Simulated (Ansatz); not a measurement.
**Run report: Ta2Si, phonon calculation**

The run: phonon calculation of Ta2Si (6 atoms in the cell). Method and program: DFT LDA, scalar-relativistic, plane waves, PAW, no spin polarisation (Ansatz 0.2.0).

The structure derives from a Materials Project entry. It belongs to a series of runs on one base structure; here: zone-centre phonons at 25 GPa. Figures and captions count atoms from 1; the log counts them from 0 in places.

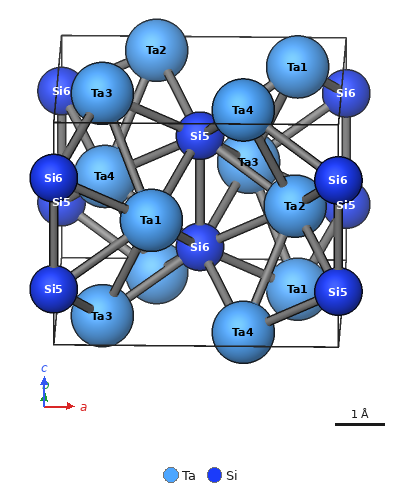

*The structure as given in the input (ball-and-stick view of the cell 2 times as large as that of the calculation, set on its symmetry axes, seen at an oblique angle; atoms are numbered from 1 in the order of the input). An atom can appear more than once, as a periodic image.*

Input file
```yaml
crystal:
  lattice:
    - [-2.9606372622, 2.9606372622, 2.4273677784]
    - [2.9606372622, -2.9606372622, 2.4273677784]
    - [2.9606372622, 2.9606372622, -2.4273677784]
  atoms:
    - { symbol: Ta, position: [0.6614257411, 0.8385742589, 0.5] }
    - { symbol: Ta, position: [0.8385742589, 0.3385742589, 0.1771485178] }
    - { symbol: Ta, position: [0.3385742589, 0.1614257411, 0.5] }
    - { symbol: Ta, position: [0.1614257411, 0.6614257411, 0.8228514822] }
    - { symbol: Si, position: [0.25, 0.25, 0.0] }
    - { symbol: Si, position: [0.75, 0.75, 0.0] }
basis:
  ecutwfc: 420
kpoints:
  mp_grid: { grid: [10, 10, 10] }
hamiltonian:
  xc: lda
scf:
  occupations: { method: fermi_dirac, width: 0.15 }
output:
  eigenvalues: true
phonons:
  method: dfpt
  eigenvectors: true
```

Run on 2 threads of AMD EPYC (Zen 3), 32 GiB of memory available, shared host.

Run as:
```bash
ansatz run input.yaml --threads 2 --pin off --max-ram 7168MiB --backend cpu --events-out ev --progress --plain --runs-dir out
```

The program's output
```
band count auto-derived: 37 (N_el = 60.0; filled up to band 30; 36 by the electrons, moments and atoms)
Engine: ansatz 0.2.0, x86_64-unknown-linux-gnu
Pseudopotentials: kind: paw
Pseudopotential: Ta, paw, valence charge 13, recommended cutoff 420 eV (normal), Ta.paw.azcp
Pseudopotential: Si, paw, valence charge 4, recommended cutoff 420 eV (normal), Si.paw.azcp
Functional definition: SPW92
  exchange = slater_x
  correlation = pw_c
Crystal: 6 atoms, lattice volume = 85.107 Å³
Basis set: ecut = 420 eV, 1633 PW (Γ), exchange–correlation on 72×72×72 points (8 copies of the dense FFT grid, shifted against one another)
Bands: 37, of which v1, the nominal top of the filled ones, is band 30 counted from 1 (29 counted from 0)
Symmetry: 16 space group operations
k-points: 504 of 1000 (irreducible under 1 space group operation, time reversal used)
Non-local potential: Ta, projectors of the file, l = 0: 3, l = 1: 2, l = 2: 2, l = 3: 1
Non-local potential: Si, projectors of the file, l = 0: 2, l = 1: 2, l = 2: 2
PAW form: soft (Blöchl's): semilocal exchange-correlation on the pseudo side does not see the compensation charge
PAW frozen core: Ta, regenerated for the run's functional, and the local potential with it (the file was generated under x = pbe(κ = 0.804, μ = 0.2195149727645171), c = pbe(β = 0.06672455060314922))
PAW frozen core: Si, regenerated for the run's functional, and the local potential with it (the file was generated under x = pbe(κ = 0.804, μ = 0.2195149727645171), c = pbe(β = 0.06672455060314922))
PAW one-centre angular grid: Ta, 590 points (default); XC on 64 Gauss nodes
PAW one-centre angular grid: Si, 110 points (default); XC on 64 Gauss nodes
Initial density: superposition of atomic densities (neutral atoms: chi_scale 0, normalization atom), corrected by the library's trained network
Initial wavefunctions: pseudopotential atomic-orbital guess
Functional: x = slater, c = lda
SCF iter   1: F=—  HF=-39950.813403 eV  |F-HF|=—  |Δ(HF+E_count)|=         —  Δρ=5.55e-3  dr2=1.91e-2  ethr=1.77e-3  ⟨swp⟩=5.3  Hψ=78777  notcnv=0
preconditioner: auto → Kerker (q_TF=auto, 2.574 Å⁻¹)  [metal: Δε(μ)=0.004 eV  Ē_g=6.140 eV  σ=0.150 eV  W_gap=0.01  n_scr=16 (ndim 8)  ℏωp=21.3 eV  f_vac=0.000  D(μ)=3.34/eV (n_scr^D=18)]
SCF iter   2: F=—  HF=-39950.810270 eV  |F-HF|=—  |Δ(HF+E_count)|=   3.13e-3  Δρ=3.21e-3  dr2=5.46e-3  ethr=3.19e-5  ⟨swp⟩=2.0  Hψ=25021  notcnv=0
SCF iter   3: F=—  HF=-39950.809078 eV  |F-HF|=—  |Δ(HF+E_count)|=   1.19e-3  Δρ=4.53e-4  dr2=1.33e-4  ethr=9.10e-6  ⟨swp⟩=2.2  Hψ=23727  notcnv=0
SCF iter   4: F=—  HF=-39950.809042 eV  |F-HF|=—  |Δ(HF+E_count)|=   3.56e-5  Δρ=7.18e-5  dr2=2.13e-6  ethr=2.22e-7  ⟨swp⟩=2.0  Hψ=26070  notcnv=0
SCF iter   5: F=—  HF=-39950.809042 eV  |F-HF|=—  |Δ(HF+E_count)|=   3.42e-7  Δρ=5.82e-6  dr2=3.63e-8  ethr=3.56e-9  ⟨swp⟩=2.0  Hψ=26698  notcnv=0
SCF iter   6: F=—  HF=-39950.809042 eV  |F-HF|=—  |Δ(HF+E_count)|=   1.02e-8  Δρ=1.26e-6  dr2=2.82e-9  ethr=6.04e-11  ⟨swp⟩=2.0  Hψ=25282  notcnv=0
SCF iter   7: F=—  HF=-39950.809042 eV  |F-HF|=—  |Δ(HF+E_count)|=  6.91e-10  Δρ=2.41e-7  dr2=1.10e-10  ethr=4.70e-12  ⟨swp⟩=2.0  Hψ=26003  notcnv=0
SCF iter   8: F=-39950.809042 eV  HF=-39950.809042 eV  |F-HF|=2.18e-11  |Δ(HF+E_count)|=  2.18e-11  Δρ=4.76e-8  dr2=4.59e-12  ethr=1.00e-12  ⟨swp⟩=6.9  Hψ=95790  notcnv=0
SCF 1 converged in 8 iterations: F = -39950.809042 eV  dr2 = 4.59e-12
  greatest PAW one-centre occupation: 1.000 electrons in one spin orbital (limit 2), on the Ta atom at site 3 (counted from 0), in its partial waves of l = 0
DFPT response loops at Γ: preconditioner auto → Kerker (q_TF=auto, 2.574 Å⁻¹) (partly filled bands, converged f_vac=0.000); β = 1.00, the filter's whole step (`scf.mixing.beta` (0.50) is not read by the response loops under this deck's `scf.mixing.preconditioner`; to damp them name `kerker` or `kerker_dos`, under which they read `scf.mixing.beta`, and type it under 1.00, their step now; both keys bind the ground state too); Broyden in place of MSR1
SCF converged after 8 iterations
Free energy (F): -39950.809042 eV
Harris-Foulkes:  -39950.809042 eV  (|F-HF|=2.18e-11)
Internal energy: -39950.561612 eV  (E = F + TS)
E sigma→0 (E₀):  -39950.685327 eV
Entropy (-TS):   -0.247430 eV (-41.238 meV/atom)
Fermi energy:    19.745352 eV
--- Per-component energies (eV) ---
  E_band       = -283.324589
  E_kinetic    = 1582.076523
  E_local      = -2237.235329  (includes V_loc(G=0)·N_el)
  E_nonlocal   = 141.486664
  E_hartree    = 822.321334
  E_xc         = -992.624541
  E_vxc        = -930.489354  (∫ρ·V_xc dr)
  E_paw        = -33572.511366  (= ΣΔE_a)
  E_vpaw       = -483.806400  (= ΣTr[D̂ρ^β])
  E_aug_tail   = 0.000598  (compensation charges beyond the density's cutoff)
  E_ewald      = -5695.279767
  E_core_change = 1.204273  (= ΣΔE_core)
  E_smearing   = -0.247430  (= −TS)
  E_closure    = 0.000000  (closes the sum)
  Σ components = -39950.809042   (vs F -39950.809042, Δ=0.00e0)
--- Band table (eV; the first three rows and the last of 504) ---
  k-point 0: bands = ["-47.6667", "-47.5953", "-47.5243", "-47.5243", "-14.6218", "-14.5193", "-14.5193", "-14.5045", "-14.4583", "-14.4583", "-14.3571", "-14.1954", "-14.1215", "-13.7095", "-13.6800", "-13.6800", "7.0852", "11.8438", "14.5722", "14.6842", "15.1699", "15.1699", "16.9514", "16.9818", "16.9818", "17.1355", "17.1355", "17.6255", "19.9694", "20.0060", "20.7319", "21.1601", "21.1601", "21.5329", "21.5329", "21.6931", "24.1589"]
  k-point 1: bands = ["-47.6642", "-47.5952", "-47.5270", "-47.5243", "-14.6254", "-14.5582", "-14.5199", "-14.4794", "-14.4588", "-14.4423", "-14.3455", "-14.2055", "-14.0951", "-13.7140", "-13.7031", "-13.6807", "7.1855", "11.9135", "14.2000", "14.2968", "15.4706", "15.6592", "16.6910", "16.9145", "16.9557", "17.0209", "17.2471", "17.6336", "19.7602", "20.0230", "20.6505", "20.7757", "20.9923", "21.6394", "22.0633", "22.0956", "24.4330"]
  k-point 2: bands = ["-47.6573", "-47.5946", "-47.5345", "-47.5243", "-14.6297", "-14.5705", "-14.5249", "-14.5159", "-14.4599", "-14.3741", "-14.3223", "-14.2295", "-14.0336", "-13.7635", "-13.7278", "-13.6831", "7.4681", "12.1123", "13.5693", "13.9056", "15.7769", "15.9026", "16.6942", "16.7712", "16.8813", "16.9167", "17.3630", "17.4532", "19.5799", "20.1539", "20.3137", "20.4584", "20.5634", "22.0765", "22.6187", "23.0122", "24.5884"]
  k-point 503: bands = ["-47.5809", "-47.5809", "-47.5782", "-47.5713", "-14.8062", "-14.6866", "-14.6239", "-14.3820", "-14.3820", "-14.2604", "-14.1672", "-14.1224", "-13.8770", "-13.8770", "-13.8356", "-13.8356", "9.5493", "12.0106", "13.1428", "13.1428", "14.0916", "15.7459", "15.7459", "16.3255", "17.1950", "18.0070", "18.5466", "18.5634", "18.6110", "18.6110", "19.4188", "19.8060", "20.4369", "20.4369", "22.8921", "23.7060", "23.7225"]
--- Phonons (Γ-DFPT): 4 representative perturbations + reference, on 504 of 1000 k-points (Σ response iterations 12) ---
  k mesh reduced under 1 symmetry operation, with k and −k counted as one. Each operation leaves every solved perturbation unchanged. A smaller set is not used because it would not reduce the number of displacements times k-points to solve
  ASR residual: 5.433e-4 → 0.000e0 eV/Å²; symmetrization residual: 1.978e-6 eV/Å²
  ASR residual per site (eV/Å²): 5.43e-4 5.43e-4 5.43e-4 5.43e-4 3.12e-5 3.12e-5
  Γ frequencies (cm⁻¹): 0.00 0.00 0.00 132.80 132.81 132.81 133.61 133.61 181.79 189.26 193.76 195.01 353.65 458.40 458.40 481.76 481.76 510.07
  non-analytic LO–TO correction: not included (Born effective charges unavailable; polar crystals: no LO–TO splitting at Γ)
```

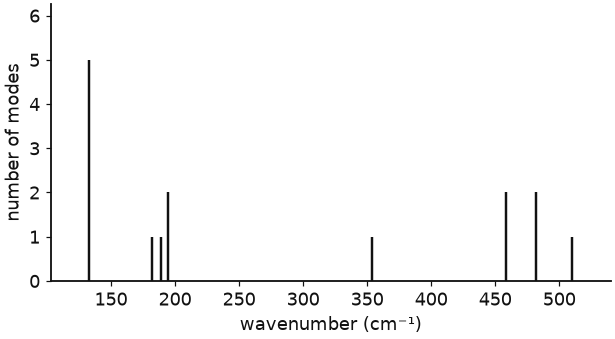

*Optical phonons at the zone centre (no LO–TO term); neighbouring modes closer than 3 cm⁻¹ are counted in one stick.*

15 modes from 133 to 510 cm⁻¹, none imaginary.

Summary

| quantity | value |
| --- | --- |
| outcome | converged |
| space group (tolerance 0.01 Å) | I4/mcm (140) |
| electrons treated | 60 |
| free energy | −39950.8090 eV |
| Fermi energy | 19.745 eV |
| gap on the k-point mesh | none (metallic) |
| wall time | 7.8 min (CPU time 15 min) |
| peak memory | 4.7 GiB |

Remarks

Results for this metal are sensitive to the k-point mesh. Spin–orbit coupling is left out, which matters for Ta.
